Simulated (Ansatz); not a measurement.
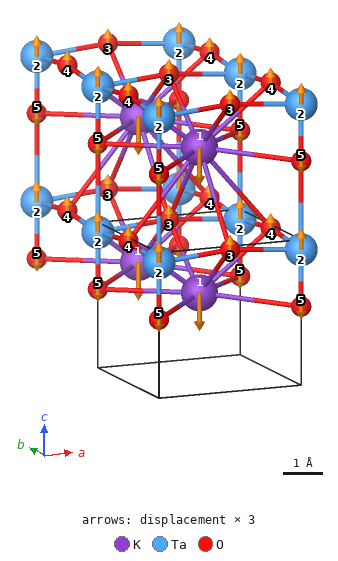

This is a relaxation of crystalline KTaO3 (a generated structure, set up in P4mm) (coarse preliminary run). The starting structure is drawn; orange arrows show the displacements (the part carried along by the change of the cell is left out), 3 times their true length.

Style: ball-and-stick. Shown: the cell of the calculation, repeated 1 × 2 × 2 with one cell outlined, slightly off an axis.

Computed with DFT PBE, scalar-relativistic, plane waves, PAW (Ansatz 0.2.0). (plane-wave cutoff 420 eV; k-point mesh 4 × 4 × 4; occupations gaussian; smearing width 0.1 eV; no spin polarisation; cell and atoms relaxed; force threshold 0.04 eV/Å; at most 70 steps)

**Atoms of which element are displaced furthest, and by how much?**

Potassium: up to 0.34 Å, against 0.19 Å for tantalum.

**Describe the change and its energy.**

K1 moves most relative to the cell: 0.34 Å along −c. By element the largest moves are K 0.34 Å, Ta 0.19 Å, O 0.13 Å. The volume changes by +3.0 %, with a = b 4.046 → 4.014 Å (−0.8 %), c 3.892 → 4.075 Å (+4.7 %). Some distances before and after: Ta2–O5 1.522 → 1.902 Å, K1–O3 2.556 → 2.913 Å, K1–Ta2 3.180 → 3.464 Å, K1–Ta2 (another image) 3.802 → 3.524 Å. Bond angles that change, for instance: K1–O3–K1 104.7° → 87.1°, K1–O3–K1 81.9° → 91.3°, K1–O3–K1 168.6° → 177.9°. The space group stays P4mm (No. 99). After 13 accepted moves (15 points after the start) the energy has fallen by 646 meV per atom. The largest force component goes from 21 to 0.031 eV/Å. Pressure: 36.78 GPa at the start and 0.07 GPa at the end. The SCF was repeated twice at an unchanged geometry on a basis and grid sized afresh for the cell, which shifted the energy by 2.1 meV per atom at most. The run took 25 s on 1 thread of Intel(R) Xeon(R) 6975P-C (Granite Rapids) (shared host), peak memory 0.39 GiB.
